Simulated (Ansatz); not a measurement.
Single-point calculation of Ga2O3

- system: Ga2O3 (10 atoms in the cell)
- method: DFT PBEsol, scalar-relativistic, plane waves, PAW, no spin polarisation (Ansatz 0.2.0)

The structure was built on a prototype by a generator; it need not be a known phase.

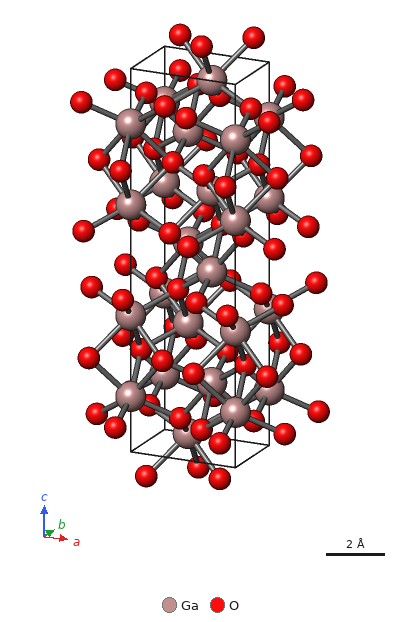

Figure 1. The structure (ball-and-stick view of the cell 3 times as large as that of the calculation, set on its symmetry axes, seen slightly off an axis; bonded neighbours outside the cell are drawn too).

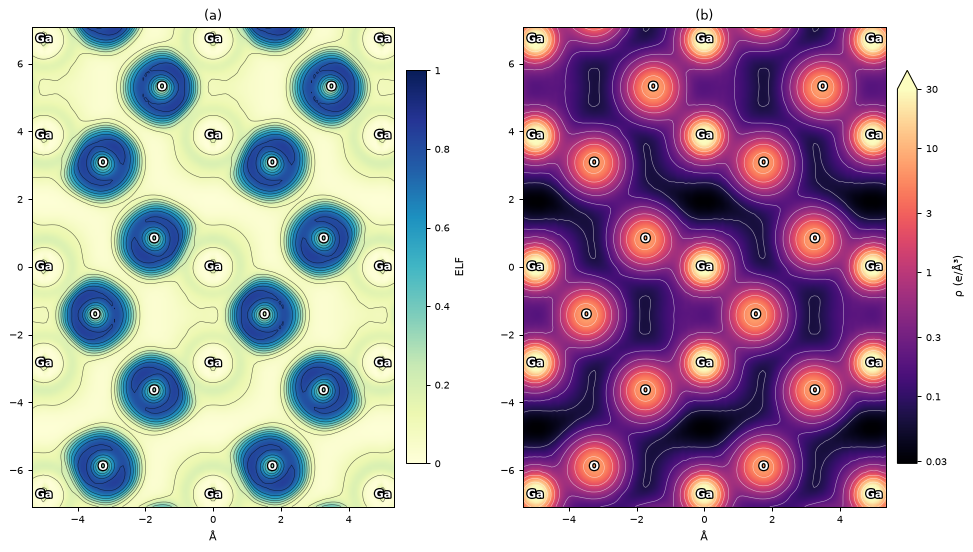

Figure 2. (a) ELF; (b) valence pseudo-density on the (100) plane of the conventional cell. The section cuts through Ga and O sites. Ga–O (1.93 Å): the density is about 0.69 e/Å³ at the midpoint; the ELF is about 0.35 at the midpoint. Ga–O (2.08 Å): the density is about 0.5 e/Å³ at the midpoint; the ELF is about 0.30 at the midpoint. Away from the nuclei the density in this plane falls to 0.03 e/Å³ at its lowest. In a PAW calculation such maps are meaningful between the atoms, not at the nuclei.

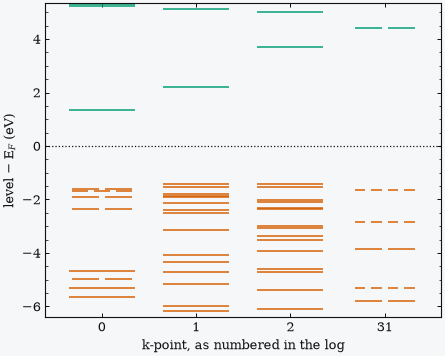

Figure 3. Kohn–Sham levels near the Fermi level (dotted) at the few k-points that the log prints; levels within 0.02 eV of each other stand side by side. Among these points the highest filled and lowest empty levels are 2.75 eV apart; the gap on the full mesh, 2.70 eV, has an edge at a point that isn't printed.

The input that produced these results follows, with the program's output.

Input file
```yaml
crystal:
  lattice:
    - [2.5003396034, 1.4435717431, 4.4826774567]
    - [-2.5003396034, 1.4435717431, 4.4826774567]
    - [0.0, -2.8871434861, 4.4826774567]
  atoms:
    - { symbol: Ga, position: [0.3556974149, 0.3556974149, 0.3556974149] }
    - { symbol: Ga, position: [0.1443025851, 0.1443025851, 0.1443025851] }
    - { symbol: Ga, position: [0.6443025851, 0.6443025851, 0.6443025851] }
    - { symbol: Ga, position: [0.8556974149, 0.8556974149, 0.8556974149] }
    - { symbol: O, position: [0.5528008085, 0.9471991915, 0.25] }
    - { symbol: O, position: [0.25, 0.5528008085, 0.9471991915] }
    - { symbol: O, position: [0.9471991915, 0.25, 0.5528008085] }
    - { symbol: O, position: [0.4471991915, 0.0528008085, 0.75] }
    - { symbol: O, position: [0.75, 0.4471991915, 0.0528008085] }
    - { symbol: O, position: [0.0528008085, 0.75, 0.4471991915] }
basis:
  ecutwfc: 420
kpoints:
  mp_grid: { grid: [6, 6, 6] }
  band_path:
    path:
      - [0.0, 0.0, 0.0]
      - [0.5, 0.5, 0.5]
      - [0.7641963376, 0.2358036624, 0.5]
      - [0.5, -0.2358036624, 0.2358036624]
      - [0.5, 0.0, 0.0]
      - [0.3679018312, -0.3679018312, 0.0]
      - [0.6320981688, 0.0, 0.3679018312]
      - [0.5, 0.0, 0.5]
      - [0.0, 0.166667, -0.166667]
    npoints: 1
hamiltonian:
  xc: pbesol
scf:
  occupations: { method: gaussian, width: 0.02 }
  n_extra_bands: 8
output:
  forces: true
  stress: true
  eigenvalues: true
  write_density: true
  write_potential: true
  elf: true
  volumetric_format: npy
```

Run as:
```bash
ansatz run input.yaml --threads 2 --pin off --max-ram 5120MiB --backend cpu --events-out ev --progress --plain --runs-dir out
```

What the program printed
```
scf.n_extra_bands = 8 over 44 filled bands (N_el = 88.0): the run solves 52 bands
Engine: ansatz 0.2.0, x86_64-unknown-linux-gnu
Pseudopotentials: kind: paw
Pseudopotential: Ga, paw, valence charge 13, recommended cutoff 420 eV (normal), Ga.paw.azcp
Pseudopotential: O, paw, valence charge 6, recommended cutoff 420 eV (normal), O.paw.azcp
Functional definition: PBEsol
  exchange = pbesol_x
  correlation = pbesol_c
Crystal: 10 atoms, lattice volume = 97.079 Å³
Basis set: ecut = 420 eV, 1899 PW (Γ), exchange–correlation on 72×72×72 points (8 copies of the dense FFT grid, shifted against one another)
Bands: 52, of which v1, the nominal top of the filled ones, is band 44 counted from 1 (43 counted from 0)
Symmetry: 12 space group operations
Space group: R-3c (ITA 167), of the structure as read, at distance tolerance 4.6e-5 Å
k-points: 32 of 216
Non-local potential: Ga, projectors of the file, l = 0: 2, l = 1: 2, l = 2: 3, l = 3: 1
Non-local potential: O, projectors of the file, l = 0: 2, l = 1: 2, l = 2: 1
PAW form: soft (Blöchl's): semilocal exchange-correlation on the pseudo side does not see the compensation charge
PAW frozen core: Ga, regenerated for the run's functional, and the local potential with it (the file was generated under x = pbe(κ = 0.804, μ = 0.2195149727645171), c = pbe(β = 0.06672455060314922))
PAW frozen core: O, regenerated for the run's functional, and the local potential with it (the file was generated under x = pbe(κ = 0.804, μ = 0.2195149727645171), c = pbe(β = 0.06672455060314922))
PAW one-centre angular grid: Ga, 590 points (default); XC on 64 Gauss nodes
PAW one-centre angular grid: O, 110 points (default); XC on 64 Gauss nodes
Initial density: superposition of atomic densities (neutral atoms: chi_scale 0, normalization atom), corrected by the library's trained network
Initial wavefunctions: pseudopotential atomic-orbital guess
Functional: x = pbesol(κ = 0.804, μ = 0.12345679012345678), c = pbesol(β = 0.046)
SCF iter   1: F=—  HF=-18341.820853 eV  |F-HF|=—  |Δ(HF+E_count)|=         —  Δρ=1.73e-2  dr2=2.19e-1  ethr=1.77e-3  ⟨swp⟩=6.6  Hψ=6017  notcnv=0  defer=2
preconditioner: auto → Resta (q_TF=auto, 2.684 Å⁻¹)  ε∞=5.2  [insulator: Δε(μ)=2.561 eV  Ē_g=17.301 eV  σ=0.020 eV  W_gap=1.00  n_scr=26 (ndim 8)  ℏωp=35.4 eV  f_vac=0.015  D(μ)=0.00/eV (n_scr^D=0)  ε∞_Penn≈5.2]
SCF iter   2: F=—  HF=-18341.756001 eV  |F-HF|=—  |Δ(HF+E_count)|=   6.49e-2  Δρ=2.33e-3  dr2=2.91e-3  ethr=2.48e-4  ⟨swp⟩=2.1  Hψ=2621  notcnv=0  defer=83
SCF iter   3: F=—  HF=-18341.755925 eV  |F-HF|=—  |Δ(HF+E_count)|=   7.64e-5  Δρ=1.15e-3  dr2=7.13e-4  ethr=3.31e-6  ⟨swp⟩=2.0  Hψ=2326  notcnv=0  defer=83
SCF iter   4: F=—  HF=-18341.756058 eV  |F-HF|=—  |Δ(HF+E_count)|=   1.33e-4  Δρ=4.58e-4  dr2=1.25e-4  ethr=8.10e-7  ⟨swp⟩=2.7  Hψ=3124  notcnv=0  defer=83
SCF iter   5: F=—  HF=-18341.756006 eV  |F-HF|=—  |Δ(HF+E_count)|=   5.21e-5  Δρ=1.00e-4  dr2=9.59e-6  ethr=1.42e-7  ⟨swp⟩=2.8  Hψ=3334  notcnv=0  defer=83
SCF iter   6: F=—  HF=-18341.756017 eV  |F-HF|=—  |Δ(HF+E_count)|=   1.10e-5  Δρ=2.12e-5  dr2=2.58e-7  ethr=1.09e-8  ⟨swp⟩=2.0  Hψ=2989  notcnv=0  defer=83
SCF iter   7: F=-18341.756017 eV  HF=-18341.756017 eV  |F-HF|=9.17e-9  |Δ(HF+E_count)|=   3.86e-8  Δρ=4.03e-6  dr2=1.49e-8  ethr=1.14e-10  ⟨swp⟩=13.2  Hψ=11172  notcnv=0
SCF 1 converged in 7 iterations: F = -18341.756017 eV  dr2 = 1.49e-8
  greatest PAW one-centre occupation: 0.998 electrons in one spin orbital (limit 2), on the Ga atom at site 2 (counted from 0), in its partial waves of l = 2
NSCF: frozen V_eff on 9 k-points
SCF converged after 7 iterations
Free energy (F): -18341.756017 eV
Harris-Foulkes:  -18341.756017 eV  (|F-HF|=9.17e-9)
Internal energy: -18341.756017 eV  (E = F + TS)
E sigma→0 (E₀):  -18341.756017 eV
Fermi energy:    10.340853 eV
--- Per-component energies (eV) ---
  E_band       = -5.675004
  E_kinetic    = 1518.873621
  E_local      = -8529.965665  (includes V_loc(G=0)·N_el)
  E_nonlocal   = 2029.021710
  E_hartree    = 3846.420414
  E_xc         = -705.548066
  E_vxc        = -788.034364  (∫ρ·V_xc dr)
  E_paw        = -8753.099574  (= ΣΔE_a)
  E_vpaw       = -1928.430160  (= ΣTr[D̂ρ^β])
  E_aug_tail   = 0.014502  (compensation charges beyond the density's cutoff)
  E_ewald      = -7751.136597
  E_core_change = 3.663639  (= ΣΔE_core)
  E_smearing   = -0.000000  (= −TS)
  E_closure    = -0.000000  (closes the sum)
  Σ components = -18341.756017   (vs F -18341.756017, Δ=0.00e0)
--- Forces (eV/Å), atoms counted from 1 ---
  atom   1  Ga     0.00000000     0.00000000     0.00113061
  atom   2  Ga     0.00000000    -0.00000000    -0.00113061
  atom   3  Ga    -0.00000000    -0.00000000    -0.00113061
  atom   4  Ga    -0.00000000     0.00000000     0.00113061
  atom   5  O     -0.00112924    -0.00000000     0.00000000
  atom   6  O      0.00056462    -0.00097795     0.00000000
  atom   7  O      0.00056462     0.00097795    -0.00000000
  atom   8  O      0.00112924    -0.00000000    -0.00000000
  atom   9  O     -0.00056462     0.00097795    -0.00000000
  atom  10  O     -0.00056462    -0.00097795     0.00000000
  max |Σ_I F_I| component: 1.04e-17 eV/Å
--- Stress (GPa, compression-positive) ---
       -0.031017       0.000000       0.000000
       -0.000000      -0.031017       0.000000
        0.000000       0.000000       0.005629
  P = ⅓ Tr σ = -0.0188 GPa (-0.188 kbar)
--- Band table (eV; the first three rows and the last of 32) ---
  k-point 0: bands = ["-9.9282", "-7.9089", "-7.9089", "-7.8740", "-7.8550", "-7.8550", "-3.6943", "-3.6943", "-3.6024", "-3.6024", "-3.5310", "-3.5020", "-3.4551", "-3.4551", "-3.4174", "-3.4174", "-3.3628", "-3.3628", "-3.2878", "-3.2860", "-3.2860", "-3.2808", "-3.0405", "-3.0405", "-2.4261", "-2.4261", "1.7389", "2.4049", "3.6802", "3.6802", "4.6995", "5.0173", "5.3588", "5.3588", "5.6609", "7.9741", "7.9741", "8.4517", "8.4517", "8.6544", "8.6713", "8.6713", "8.7358", "8.7358", "11.6885", "15.5728", "15.6558", "17.7551", "19.0122", "19.0122", "19.1930", "19.7633"]
  k-point 1: bands = ["-9.8017", "-8.0389", "-7.9209", "-7.9148", "-7.8669", "-7.8414", "-3.6796", "-3.6767", "-3.6001", "-3.5945", "-3.5313", "-3.5027", "-3.4482", "-3.4463", "-3.4301", "-3.4238", "-3.3743", "-3.3672", "-3.3011", "-3.2866", "-3.2840", "-3.2261", "-3.0755", "-3.0368", "-2.5434", "-2.4647", "1.9024", "2.3706", "3.2969", "4.1872", "4.3671", "5.1723", "5.6251", "5.9912", "6.2684", "7.2088", "7.8529", "7.9585", "8.2191", "8.4284", "8.4585", "8.5410", "8.8031", "8.9161", "12.5451", "15.4732", "16.0236", "17.3919", "18.1413", "18.7363", "19.7201", "19.7730"]
  k-point 2: bands = ["-9.4472", "-8.4226", "-7.9538", "-7.9408", "-7.8771", "-7.8566", "-3.6535", "-3.6314", "-3.5830", "-3.5769", "-3.5297", "-3.5108", "-3.4665", "-3.4616", "-3.4269", "-3.4240", "-3.3842", "-3.3698", "-3.3263", "-3.2896", "-3.2809", "-3.1791", "-3.0614", "-3.0116", "-2.7561", "-2.5985", "2.2081", "2.7084", "2.7763", "4.2629", "4.9471", "5.6470", "5.7451", "6.4296", "6.8157", "6.9655", "7.2865", "7.3388", "7.9873", "8.0288", "8.2582", "8.3398", "8.7959", "8.9336", "14.0289", "15.3475", "16.0065", "16.6156", "18.0572", "18.3588", "19.6169", "20.1947"]
  k-point 31: bands = ["-9.0328", "-9.0328", "-7.8848", "-7.8848", "-7.8848", "-7.8848", "-3.6086", "-3.6086", "-3.6086", "-3.6086", "-3.5932", "-3.5932", "-3.4678", "-3.4678", "-3.4678", "-3.4678", "-3.2999", "-3.2999", "-3.2999", "-3.2999", "-3.2220", "-3.2220", "-2.8275", "-2.8275", "-2.8275", "-2.8275", "2.7280", "2.7280", "4.5573", "4.5573", "5.0420", "5.0420", "5.0420", "5.0420", "6.4783", "6.4783", "7.4951", "7.4951", "7.4951", "7.4951", "8.6879", "8.6879", "8.6879", "8.6879", "14.7504", "14.7504", "16.7403", "16.7403", "18.2901", "18.2901", "20.3868", "20.3868"]
```

Summary

- outcome: converged
- space group (tolerance 0.01 Å): R-3c (167)
- electrons treated: 88
- free energy: −18341.7560 eV
- Fermi energy: 10.341 eV
- gap on the k-point mesh: 2.70 eV
- gap on the band path: 2.70 eV
- pressure: −0.02 GPa
- largest force (length of the vector): 0.001 eV/Å
- hardware: 2 threads of Intel Xeon @ 2.10GHz (Emerald Rapids), 189 GiB of memory available, shared host
- wall time: 12 s (CPU time 20 s)
- peak memory: 0.47 GiB
